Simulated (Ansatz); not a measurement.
Run report: ZrO₂, single-point calculation (part 2 of 2)

The same run, continued: ZrO₂ (P4₂/nmc, 48 atoms in the cell); DFT PBE, scalar-relativistic, plane waves, PAW, no spin polarisation (Ansatz 0.2.0); cutoff 420 eV, 2×2×2 k-mesh, Gaussian smearing of 0.01 eV. The structure derives from a Materials Project entry. It belongs to a series of runs on one base structure; here: the perfect crystal in a cell of 48 atoms.

## Log, continued
```
  k-point 0: bands = ["-36.7234", "-36.7234", "-36.7234", "-36.7234", "-36.7008", "-36.7008", "-36.7008", "-36.7008", "-36.6967", "-36.6967", "-36.6967", "-36.6967", "-36.6967", "-36.6967", "-36.6967", "-36.6967", "-15.1762", "-15.1762", "-15.1762", "-15.1762", "-15.1762", "-15.1762", "-15.1762", "-15.1762", "-15.1361", "-15.1361", "-15.1361", "-15.1361", "-14.9385", "-14.9385", "-14.9385", "-14.9385", "-14.8852", "-14.8852", "-14.8852", "-14.8852", "-14.8852", "-14.8852", "-14.8852", "-14.8852",
      "-14.8810", "-14.8810", "-14.8810", "-14.8810", "-14.7479", "-14.7479", "-14.7479", "-14.7479", "-14.7479", "-14.7479", "-14.7479", "-14.7479", "-14.7086", "-14.7086", "-14.7086", "-14.7086", "-14.6825", "-14.6825", "-14.6825", "-14.6825", "-14.6435", "-14.6435", "-14.6435", "-14.6435", "-6.0752", "-6.0752", "-6.0752", "-6.0752", "-5.4464", "-5.4464", "-5.4464", "-5.4464", "-5.3250", "-5.3250", "-5.3250", "-5.3250", "-5.3250", "-5.3250", "-5.3250", "-5.3250",
      "-5.0724", "-5.0724", "-5.0724", "-5.0724", "-4.9352", "-4.9352", "-4.9352", "-4.9352", "-4.9352", "-4.9352", "-4.9352", "-4.9352", "-4.8726", "-4.8726", "-4.8726", "-4.8726", "6.4176", "6.4176", "6.4176", "6.4176", "6.6164", "6.6164", "6.6164", "6.6164", "6.6164", "6.6164", "6.6164", "6.6164", "6.6986", "6.6986", "6.6986", "6.6986", "6.9011", "6.9011", "6.9011", "6.9011", "7.5248", "7.5248", "7.5248", "7.5248",
      "7.5248", "7.5248", "7.5248", "7.5248", "7.6849", "7.6849", "7.6849", "7.6849", "7.7529", "7.7529", "7.7529", "7.7529", "7.7529", "7.7529", "7.7529", "7.7529", "7.8075", "7.8075", "7.8075", "7.8075", "8.0679", "8.0679", "8.0679", "8.0679", "9.0990", "9.0990", "9.0990", "9.0990", "9.4108", "9.4108", "9.4108", "9.4108", "9.4108", "9.4108", "9.4108", "9.4108", "9.4900", "9.4900", "9.4900", "9.4900",
      "9.5698", "9.5698", "9.5698", "9.5698", "9.8176", "9.8176", "9.8176", "9.8176", "9.8176", "9.8176", "9.8176", "9.8176", "9.8599", "9.8599", "9.8599", "9.8599", "9.8986", "9.8986", "9.8986", "9.8986", "10.2257", "10.2257", "10.2257", "10.2257", "10.2257", "10.2257", "10.2257", "10.2257", "10.4407", "10.4407", "10.4407", "10.4407", "15.4079", "15.4079", "15.4079", "15.4079", "15.4387", "15.4387", "15.4387", "15.4387",
      "15.5598", "15.5598", "15.5598", "15.5598", "15.5598", "15.5598", "15.5598", "15.5598", "15.8491", "15.8491", "15.8491", "15.8491", "15.8548", "15.8548", "15.8548", "15.8548", "15.9621", "15.9621", "15.9621", "15.9621", "15.9621", "15.9621", "15.9621", "15.9621", "17.1018", "17.1018", "17.1018", "17.1018", "17.1018", "17.1018", "17.1018", "17.1018", "17.4438", "17.4438", "17.4438", "17.4438", "18.0711", "18.0711", "18.0711", "18.0711"]
  k-point 1: bands = ["-36.7346", "-36.7153", "-36.7153", "-36.7124", "-36.7124", "-36.7043", "-36.7043", "-36.7043", "-36.7043", "-36.6968", "-36.6964", "-36.6964", "-36.6960", "-36.6935", "-36.6935", "-36.6902", "-15.2217", "-15.2062", "-15.1962", "-15.1962", "-15.1779", "-15.1428", "-15.1428", "-15.0923", "-15.0923", "-15.0890", "-15.0890", "-15.0715", "-15.0715", "-15.0373", "-15.0373", "-15.0006", "-15.0006", "-14.9611", "-14.9611", "-14.9056", "-14.8642", "-14.8441", "-14.8204", "-14.8204",
      "-14.7838", "-14.7817", "-14.7817", "-14.7707", "-14.7559", "-14.7507", "-14.7507", "-14.7504", "-14.7504", "-14.7378", "-14.7378", "-14.7319", "-14.7214", "-14.7214", "-14.7137", "-14.7137", "-14.6901", "-14.6901", "-14.6850", "-14.6850", "-14.6828", "-14.6828", "-14.6720", "-14.6516", "-6.4091", "-5.7575", "-5.7575", "-5.6895", "-5.6895", "-5.6568", "-5.6568", "-5.6350", "-5.6350", "-5.3938", "-5.2899", "-5.2899", "-5.2373", "-5.2044", "-5.1385", "-5.1385",
      "-5.0902", "-5.0902", "-5.0738", "-5.0738", "-5.0368", "-5.0255", "-5.0106", "-5.0106", "-4.9406", "-4.9406", "-4.8870", "-4.8870", "-4.8416", "-4.8416", "-4.8404", "-4.7772", "5.9682", "6.0374", "6.2176", "6.3785", "6.6046", "6.6046", "6.6093", "6.6797", "6.6797", "6.7118", "6.7118", "6.9150", "6.9150", "6.9548", "6.9548", "6.9858", "6.9858", "7.1128", "7.1128", "7.1988", "7.1988", "7.2009", "7.2009", "7.2598",
      "7.2598", "7.2821", "7.2952", "7.2952", "7.3263", "7.3263", "7.5277", "7.5465", "7.7172", "7.8619", "7.8619", "7.9485", "7.9934", "7.9934", "8.1229", "8.1229", "8.3781", "8.3781", "8.3890", "8.4561", "8.4561", "8.4948", "8.4948", "8.5090", "8.6061", "8.6061", "8.6332", "8.6332", "8.7622", "8.7622", "8.9535", "8.9736", "8.9736", "9.0148", "9.0148", "9.2157", "9.2358", "9.2358", "9.2796", "9.3582",
      "9.3582", "9.4986", "9.4986", "9.5025", "9.5025", "9.7426", "9.7426", "9.7799", "9.7799", "9.8175", "9.8175", "9.8278", "9.9009", "9.9059", "9.9933", "9.9933", "10.1213", "10.1860", "10.1860", "10.2016", "10.3164", "10.3391", "10.3391", "10.4542", "10.4567", "10.4567", "10.4623", "10.4623", "10.6038", "10.6499", "10.6902", "10.6902", "15.2018", "15.3638", "15.3638", "15.4007", "15.4007", "15.4054", "15.4054", "15.4332",
      "15.4332", "15.4839", "15.5416", "15.5416", "15.5459", "15.5459", "15.6289", "15.6675", "15.6675", "15.7604", "15.8657", "15.9081", "15.9081", "15.9111", "15.9156", "15.9156", "15.9359", "15.9359", "15.9578", "15.9723", "15.9723", "16.1775", "16.1775", "16.1873", "16.8627", "17.0634", "17.0634", "17.1028", "17.1028", "17.1830", "17.1830", "17.3329", "17.3329", "17.3973", "17.5100", "17.5100", "17.5383", "17.6087", "17.7777", "17.7887"]
  k-point 2: bands = ["-36.7358", "-36.7124", "-36.7124", "-36.7124", "-36.7124", "-36.7043", "-36.7043", "-36.7043", "-36.7043", "-36.7039", "-36.6964", "-36.6964", "-36.6964", "-36.6964", "-36.6890", "-36.6890", "-15.2360", "-15.2360", "-15.1891", "-15.1891", "-15.1891", "-15.1891", "-15.1602", "-15.0544", "-15.0544", "-15.0544", "-15.0544", "-15.0290", "-15.0290", "-15.0290", "-15.0290", "-14.9832", "-14.9832", "-14.9832", "-14.9832", "-14.9451", "-14.9451", "-14.8167", "-14.8167", "-14.8167",
      "-14.8167", "-14.7913", "-14.7913", "-14.7913", "-14.7913", "-14.7761", "-14.7761", "-14.7586", "-14.7345", "-14.7345", "-14.7345", "-14.7345", "-14.7304", "-14.7304", "-14.7001", "-14.7001", "-14.7001", "-14.7001", "-14.6675", "-14.6675", "-14.6675", "-14.6675", "-14.6386", "-14.6386", "-6.4520", "-5.6700", "-5.6700", "-5.6700", "-5.6700", "-5.6581", "-5.6581", "-5.6581", "-5.6581", "-5.4021", "-5.2677", "-5.2318", "-5.2318", "-5.2318", "-5.2318", "-5.2018",
      "-5.2018", "-5.0904", "-5.0904", "-5.0904", "-5.0904", "-5.0033", "-5.0033", "-5.0033", "-5.0033", "-4.8452", "-4.8452", "-4.8452", "-4.8452", "-4.8088", "-4.8088", "-4.8076", "6.0014", "6.0014", "6.4994", "6.6029", "6.6029", "6.7483", "6.7483", "6.7483", "6.7483", "6.7752", "6.7752", "6.7752", "6.7752", "6.7849", "6.7914", "6.7914", "6.7914", "6.7914", "6.9567", "6.9567", "6.9567", "6.9567", "7.3666", "7.3666",
      "7.3666", "7.3666", "7.5359", "7.5359", "7.5359", "7.5359", "7.6089", "7.6089", "7.6089", "7.6089", "7.7065", "7.7065", "7.8541", "7.8541", "8.2134", "8.2134", "8.2134", "8.2134", "8.4093", "8.4093", "8.6246", "8.6246", "8.6246", "8.6246", "8.7868", "8.7868", "8.7868", "8.7868", "8.9831", "8.9831", "8.9831", "8.9831", "9.1268", "9.1268", "9.1268", "9.1268", "9.1318", "9.1833", "9.1833", "9.1833",
      "9.1833", "9.3539", "9.3539", "9.6560", "9.6560", "9.6577", "9.6577", "9.6577", "9.6577", "9.7359", "9.8361", "9.8361", "9.9381", "9.9381", "9.9381", "9.9381", "10.2859", "10.2859", "10.2859", "10.2859", "10.3474", "10.3474", "10.3474", "10.3474", "10.4320", "10.4320", "10.4320", "10.4320", "10.4690", "10.4690", "10.6692", "10.6692", "14.9083", "15.2002", "15.2002", "15.2002", "15.2002", "15.5177", "15.5722", "15.5722",
      "15.5722", "15.5722", "15.6399", "15.6399", "15.6399", "15.6399", "15.6940", "15.8004", "15.8004", "15.8282", "15.8282", "15.8282", "15.8282", "15.8770", "15.8770", "15.8770", "15.8770", "15.9976", "15.9976", "15.9976", "15.9976", "16.1108", "16.3305", "16.3305", "16.8678", "16.8678", "17.0554", "17.0554", "17.0554", "17.0554", "17.1503", "17.1503", "17.4373", "17.4373", "17.4373", "17.4373", "17.6634", "17.6634", "17.6634", "17.6634"]
```

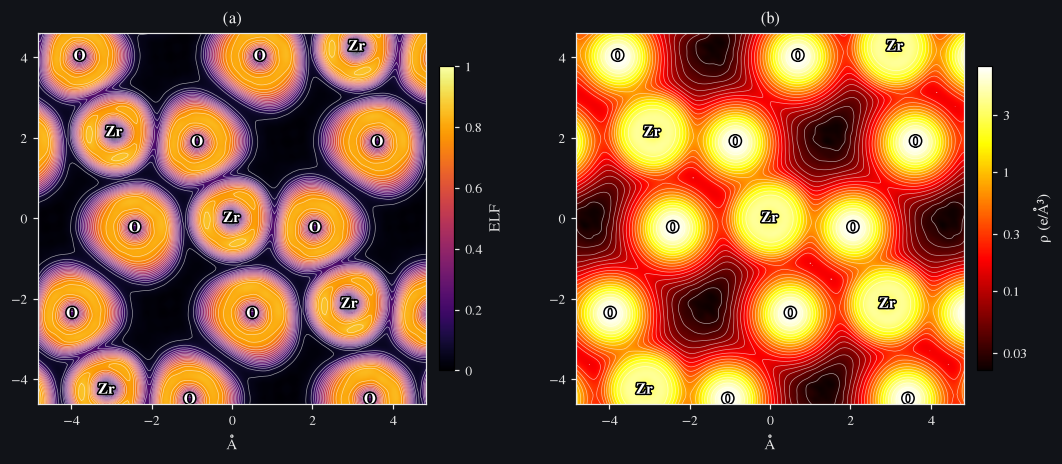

Fig. 1: (a) ELF; (b) valence pseudo-density on the (100) plane of the calculation cell. Zr–O (2.08 Å): the density is about 0.72 e/Å³ at the midpoint; the ELF peaks at about 0.85 in the valence shell of O, 0.6 Å from its nucleus, and drops to about 0.25 between the two atoms. Away from the nuclei the density in this plane falls to 0.02 e/Å³ at its lowest. The strong features right at Zr lie inside the PAW spheres (semicore, d or f shells) and say nothing about bonding. In a PAW calculation such maps are meaningful between the atoms, not at the nuclei.

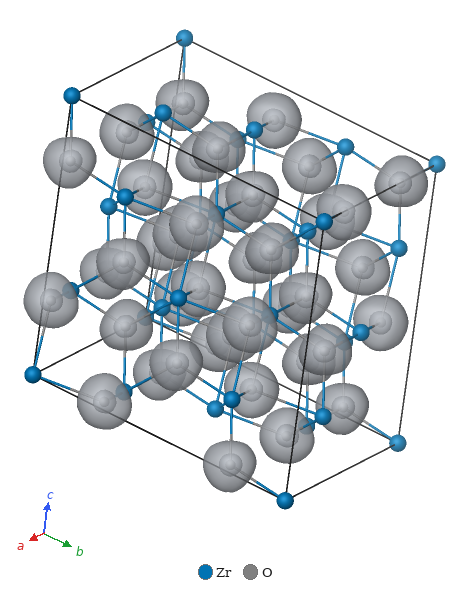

Fig. 2: Isosurface of the electron localisation function at 0.7 (grey), seen slightly off an axis. Only the valence region is drawn (cores and ρ < 0.01 e/Å³ removed). Sticks mark near contacts. The outline is the calculation cell. Profiles from the grid: Zr–O (2.08 Å): the ELF peaks at about 0.85 in the valence shell of O, 0.6 Å from its nucleus, and drops to about 0.25 between the two atoms.

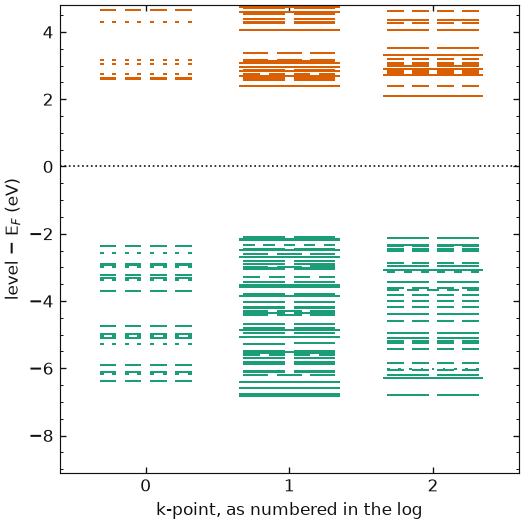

Fig. 3: Kohn–Sham levels near the Fermi level (dotted) at the few k-points that the log prints; levels within 0.02 eV of each other stand side by side. Among these points the highest filled and lowest empty levels are 4.22 eV apart, which is the gap on the mesh.

## Key numbers

| quantity | value |
| --- | --- |
| outcome | converged |
| space group (tolerance 0.01 Å) | P4₂/nmc (137) |
| electrons treated | 384 |
| free energy | −85182.7795 eV |
| Fermi energy | 12.799 eV |
| gap on the k-point mesh | 4.22 eV |
| pressure | 0.01 GPa |
| largest force (length of the vector) | 0.001 eV/Å |
| hardware | 4 threads of Intel Xeon @ 2.50GHz (Skylake/Cascade Lake), 32 GiB of memory available, shared host |
| wall time | 10 s (CPU time 38 s) |
| peak memory | 2.1 GiB |
